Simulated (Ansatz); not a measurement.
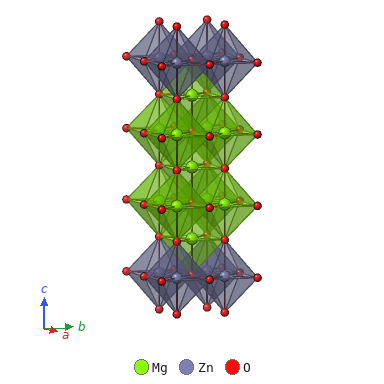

System: Mg₅ZnO₆, space group P4/mmm (No. 123) (cell built by us, not taken from a database). The picture shows the cell.

The given structure:
```xyz
12
Lattice="3.0185 0.0000 0.0000 0.0000 3.0185 0.0000 0.0000 0.0000 12.7997" Properties=species:S:1:pos:R:3 pbc="T T T"
Mg    0.0000    0.0000    8.5192
Mg    1.5092    1.5092    6.3999
Mg    0.0000    0.0000    4.2805
Mg    1.5092    1.5092    2.1346
Mg    1.5092    1.5092   10.6651
Zn    0.0000    0.0000    0.0000
O     0.0000    0.0000    6.3999
O     1.5092    1.5092    4.2754
O     0.0000    0.0000    2.1639
O     1.5092    1.5092    0.0000
O     0.0000    0.0000   10.6359
O     1.5092    1.5092    8.5243
```

Computed with Ansatz 0.2.0: harmonic phonon frequencies at the irreducible points of a q mesh with atoms at rest in the given cell, q in fractions of the reciprocal cell vectors, no long-range term at q = 0, imaginary frequencies are negative, the first points where there are many; plane waves with PAW datasets. Level: PBE, no spin polarisation.

wave cutoff 420 eV; k mesh 8×8×2; occupations fixed; pressure 0 GPa; phonon method linear response; q mesh 2×2×1.

Predict the phonon frequencies at several wave vectors (in fractions of the reciprocal vectors of the given cell).

No frequency is imaginary, so the structure is stable to these displacements at the wave vectors computed. The highest mode among the wave vectors computed lies at 629.9 cm⁻¹, at (0 0 0) (at the zone centre itself the field of polar modes is left out).

```json
{"at": "(0 0 0)", "frequency (cm⁻¹)": "0.0"}
{"at": "(0 0 0)", "frequency (cm⁻¹)": "0.0"}
{"at": "(0 0 0)", "frequency (cm⁻¹)": "0.0"}
{"at": "(0 0 0)", "frequency (cm⁻¹)": "116.9"}
{"at": "(0 0 0)", "frequency (cm⁻¹)": "116.9"}
{"at": "(0 0 0)", "frequency (cm⁻¹)": "144.8"}
{"at": "(0 0 0)", "frequency (cm⁻¹)": "144.8"}
{"at": "(0 0 0)", "frequency (cm⁻¹)": "176.4"}
{"at": "(0 0 0)", "frequency (cm⁻¹)": "199.1"}
{"at": "(0 0 0)", "frequency (cm⁻¹)": "199.1"}
{"at": "(0 0 0)", "frequency (cm⁻¹)": "212.9"}
{"at": "(0 0 0)", "frequency (cm⁻¹)": "241.9"}
{"at": "(0 0 0)", "frequency (cm⁻¹)": "241.9"}
{"at": "(0 0 0)", "frequency (cm⁻¹)": "268.1"}
{"at": "(0 0 0)", "frequency (cm⁻¹)": "268.1"}
{"at": "(0 0 0)", "frequency (cm⁻¹)": "285.9"}
{"at": "(0 0 0)", "frequency (cm⁻¹)": "318.8"}
{"at": "(0 0 0)", "frequency (cm⁻¹)": "318.8"}
{"at": "(0 0 0)", "frequency (cm⁻¹)": "358.4"}
{"at": "(0 0 0)", "frequency (cm⁻¹)": "358.9"}
{"at": "(0 0 0)", "frequency (cm⁻¹)": "358.9"}
{"at": "(0 0 0)", "frequency (cm⁻¹)": "360.4"}
{"at": "(0 0 0)", "frequency (cm⁻¹)": "364.5"}
{"at": "(0 0 0)", "frequency (cm⁻¹)": "364.5"}
{"at": "(0 0 0)", "frequency (cm⁻¹)": "384.7"}
{"at": "(0 0 0)", "frequency (cm⁻¹)": "384.7"}
{"at": "(0 0 0)", "frequency (cm⁻¹)": "387.2"}
{"at": "(0 0 0)", "frequency (cm⁻¹)": "392.5"}
{"at": "(0 0 0)", "frequency (cm⁻¹)": "392.5"}
{"at": "(0 0 0)", "frequency (cm⁻¹)": "406.2"}
{"at": "(0 0 0)", "frequency (cm⁻¹)": "406.2"}
{"at": "(0 0 0)", "frequency (cm⁻¹)": "486.2"}
{"at": "(0 0 0)", "frequency (cm⁻¹)": "532.2"}
{"at": "(0 0 0)", "frequency (cm⁻¹)": "548.8"}
{"at": "(0 0 0)", "frequency (cm⁻¹)": "610.3"}
{"at": "(0 0 0)", "frequency (cm⁻¹)": "629.9"}
{"at": "(0 -0.5 0)", "frequency (cm⁻¹)": "138.8"}
{"at": "(0 -0.5 0)", "frequency (cm⁻¹)": "147.9"}
{"at": "(0 -0.5 0)", "frequency (cm⁻¹)": "205.4"}
{"at": "(0 -0.5 0)", "frequency (cm⁻¹)": "226.4"}
{"at": "(0 -0.5 0)", "frequency (cm⁻¹)": "241.6"}
{"at": "(0 -0.5 0)", "frequency (cm⁻¹)": "243.8"}
{"at": "(0 -0.5 0)", "frequency (cm⁻¹)": "246.0"}
{"at": "(0 -0.5 0)", "frequency (cm⁻¹)": "247.4"}
{"at": "(0 -0.5 0)", "frequency (cm⁻¹)": "252.2"}
{"at": "(0 -0.5 0)", "frequency (cm⁻¹)": "256.3"}
{"at": "(0 -0.5 0)", "frequency (cm⁻¹)": "260.0"}
{"at": "(0 -0.5 0)", "frequency (cm⁻¹)": "290.8"}
{"at": "(0 -0.5 0)", "frequency (cm⁻¹)": "295.6"}
{"at": "(0 -0.5 0)", "frequency (cm⁻¹)": "316.9"}
{"at": "(0 -0.5 0)", "frequency (cm⁻¹)": "323.3"}
{"at": "(0 -0.5 0)", "frequency (cm⁻¹)": "323.5"}
{"at": "(0 -0.5 0)", "frequency (cm⁻¹)": "324.1"}
{"at": "(0 -0.5 0)", "frequency (cm⁻¹)": "334.2"}
{"at": "(0 -0.5 0)", "frequency (cm⁻¹)": "337.8"}
{"at": "(0 -0.5 0)", "frequency (cm⁻¹)": "339.5"}
{"at": "(0 -0.5 0)", "frequency (cm⁻¹)": "345.1"}
{"at": "(0 -0.5 0)", "frequency (cm⁻¹)": "349.7"}
{"at": "(0 -0.5 0)", "frequency (cm⁻¹)": "350.3"}
{"at": "(0 -0.5 0)", "frequency (cm⁻¹)": "388.5"}
```
(the first 60 of 108 rows)

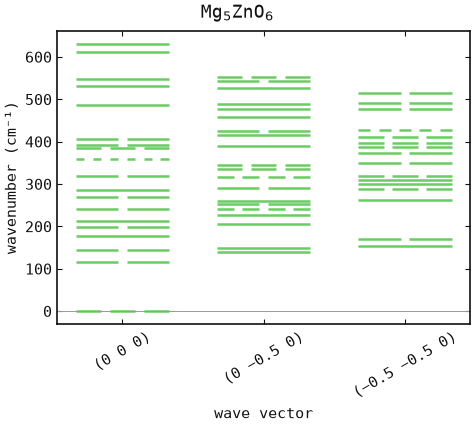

Imaginary frequencies are drawn as negative.
